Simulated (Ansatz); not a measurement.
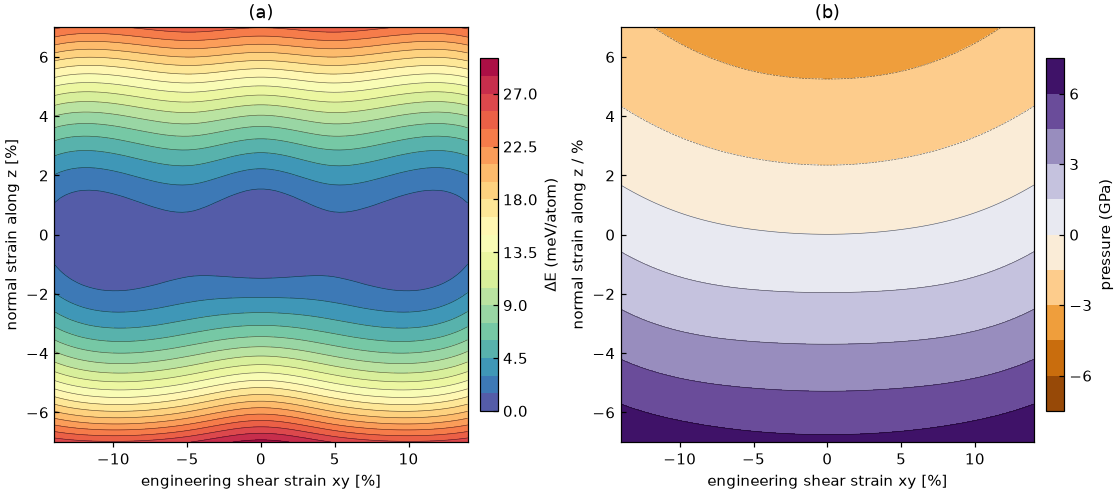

Zn (Fm-3m, No. 225; 1 atom in the cell). The energy is mapped over two homogeneous strains (x, y and z along the cube axes). Coordinates scanned: (1) engineering shear strain xy; (2) normal strain along z. Nothing is relaxed (symmetry fixes all fractional coordinates). Grid: 7 × 7 points; 28 points were computed and 21 follow by symmetry. Points are written as (first, second). Energies are in meV/atom, from the lowest grid point. The calculation used DFT PBE, scalar-relativistic, plane waves, PAW (Ansatz 0.2.0). Settings: cutoff 520 eV, k-mesh 20×20×20, gaussian smearing 0.15 eV, no spin polarisation.

Panel (a) is the energy and panel (b) the computed pressure on the same grid.

Drawn: filled contours. Between grid points the surface is interpolated.

How does the pressure vary over the map, and what is it at the lowest grid point?

It runs from −3.7 GPa at (0.0 %, 7.00 %) to 7.4 GPa at (−14.0 %, −7.00 %). At the lowest grid point, (0.0 %, 0.00 %), it is 0.0 GPa.
